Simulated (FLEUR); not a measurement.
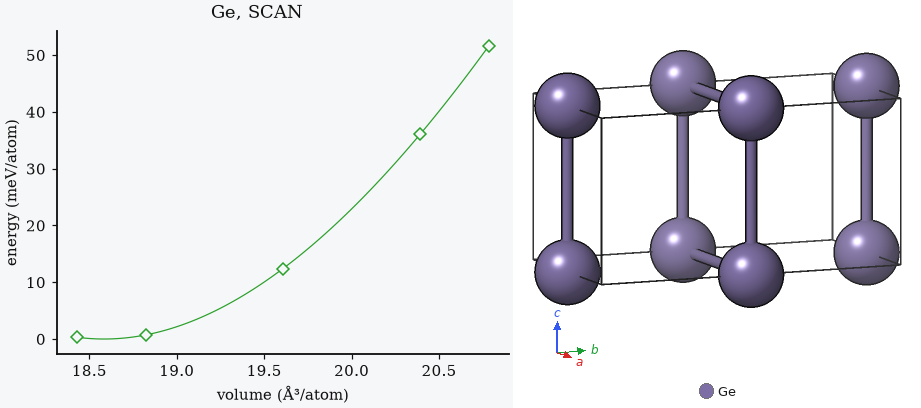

Figure. Energy against volume for Ge, space group Cmmm (No. 65). The conventional cell is drawn beside the plot.

A third-order Birch–Murnaghan fit gives V0 = 18.58 Å³/atom, B0 = 77.7 GPa and B′ = 4.4. The energy rises from 0.30 meV/atom at volume 18.43 Å³/atom to 51.57 meV/atom at 20.78 Å³/atom.

Calculation (FLEUR MaX-R8.1 (later development tree)): all-electron LAPW DFT, no spin polarisation; energies at scaled volumes of the given cell, shape and fractions fixed, counted from the fit's minimum, third-order Birch-Murnaghan fit. Level: SCAN.

- k mesh: 11×11×10
- occupations: Fermi–Dirac
- smearing width: 0.05 eV
- potentials: all electron
- program settings: basis FLAPW, kmax 4.24 1/bohr

The given structure:
```
Ge
1.0
     1.39715   -2.60052    0.00000
     1.39715    2.60052    0.00000
     0.00000    0.00000    2.69823
Ge
1
Direct
  0.50000 0.50000 0.00000
```

Note: shape and atomic fractions are frozen while scaling, which makes layered, chain and framework solids too stiff.
